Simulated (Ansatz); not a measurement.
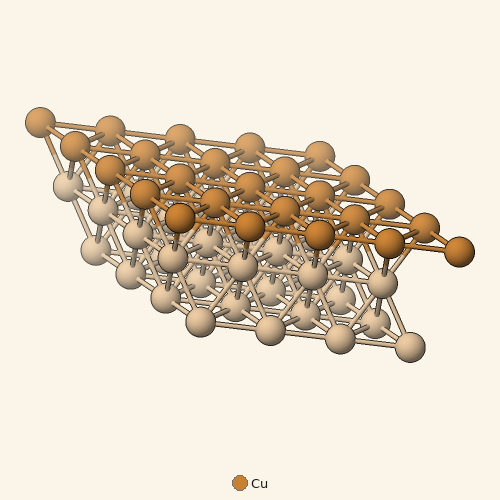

The system is N on a Cu(111) slab cut from the Fm-3m phase, its upper half relaxed before the scan (12 atoms of substrate and one adsorbate in a 2 × 2 cell); the picture shows it without the atoms that are moved over the map. 
- N is moved over the surface cell; relaxed at each place: the height of the adsorbate's atoms; substrate rigid; the origin of the map has the adsorbate above Cu9.
- Places are given modulo a cell vector. The map is drawn in real space over the plane of the surface.
- Grid: 6 × 6 points; 10 points were computed and 26 follow by symmetry.
- Places are given in fractions of the 1 × 1 surface cell.
- Energies are in eV, from the lowest grid point.
- The calculation used Ansatz 0.2.0, DFT PBE, scalar-relativistic, plane waves, PAW. Settings: cutoff 420 eV, k-mesh 6×6×1, gaussian smearing 0.1 eV, no spin polarisation.

Range: position of N13 along the first surface vector from 0.000 to 0.833; position of N13 along the second surface vector from 0.000 to 0.833.

Predict the map.

The lowest grid point is at a threefold hollow over a third-layer Cu atom, (4/6, 2/6) of the cell vectors. There is a further well near a threefold hollow over a second-layer Cu atom, (2/6, 4/6) of the cell vectors (0.12 eV above the lowest at that grid point). The highest grid point, the top site over a surface Cu atom, (0/6, 0/6) of the cell vectors, lies 2.30 eV above the lowest. On the interpolated surface the easiest way out of the lowest well to the well at a threefold hollow over a second-layer Cu atom, (2/6, 4/6) of the cell vectors passes a barrier of about 0.63 eV. At the lowest point the adsorbate has 3 Cu at 1.83 Å as nearest neighbours, at the highest 1 Cu at 1.69 Å. Its relaxed height above the top atom is 1.07 Å at the lowest and 1.69 Å at the highest point.

```
second ↓, first →   0/6   1/6   2/6   3/6   4/6   5/6
              5/6  2.13  1.73  0.77  0.77  1.73  2.13
              4/6  1.47  0.77  0.12  0.77  1.47  1.69
              3/6  0.63  0.77  0.77  0.63  0.69  0.69
              2/6  1.47  1.73  1.47  0.69  0.00  0.69
              1/6  2.13  2.13  1.69  0.69  0.69  1.69
              0/6  2.30  2.13  1.47  0.63  1.47  2.13
```

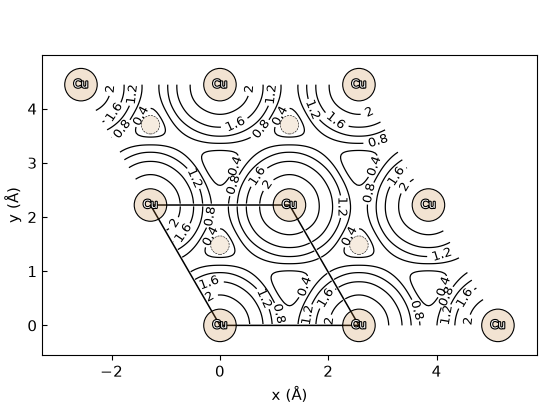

The picture shows contour lines labelled in eV, labelled circles for the atoms of the top layer and small ones for the second layer, the outline of one cell of the 2 × 2 shown. Between grid points the surface is interpolated.

Time for the 10 points that were run: 13 min on 4 threads of Intel(R) Xeon(R) Platinum 8488C (Sapphire Rapids), with other jobs on the host.

PAW datasets: the set soft_1.
